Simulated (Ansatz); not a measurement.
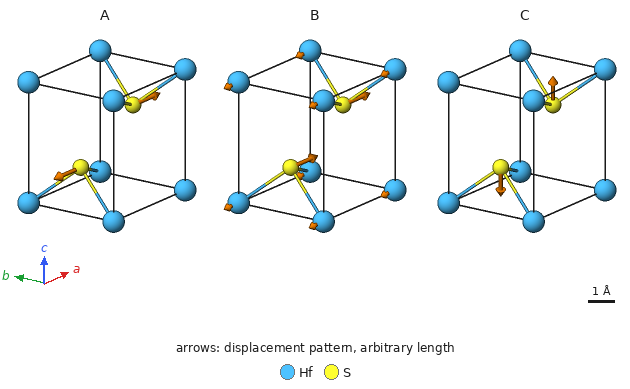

Three optical modes of crystalline HfS2 relaxed at 2 GPa at the zone centre, in no order (one member of each degenerate set). The orange arrows are the displacements of the atoms (eigenvector over the root of the mass), of arbitrary overall length and sign. A ball-and-stick model of the cell of the calculation, seen from a free direction.

These are results of DFT PBEsol, scalar-relativistic, plane waves, PAW (Ansatz), not measurements. Set-up: plane-wave cutoff 420 eV; k-point mesh 12 × 12 × 6; occupations fixed; target pressure 2 GPa; no spin polarisation.

Frequencies are those without the non-analytic (LO–TO) term.

Rank the modes by frequency, softest first.

B (157 cm⁻¹), A (262 cm⁻¹), C (336 cm⁻¹). B, E_u: The S sublattice moves against the Hf sublattice, along a; the kinetic energy is shared as S 74 %, Hf 26 %. A, E_g: The Hf atoms stay at rest; all motion is along a; atoms of one kind move against one another, with no net shift of their sublattice. C, A₁g: The Hf atoms stay at rest; all motion is along c; atoms of one kind move against one another, with no net shift of their sublattice.
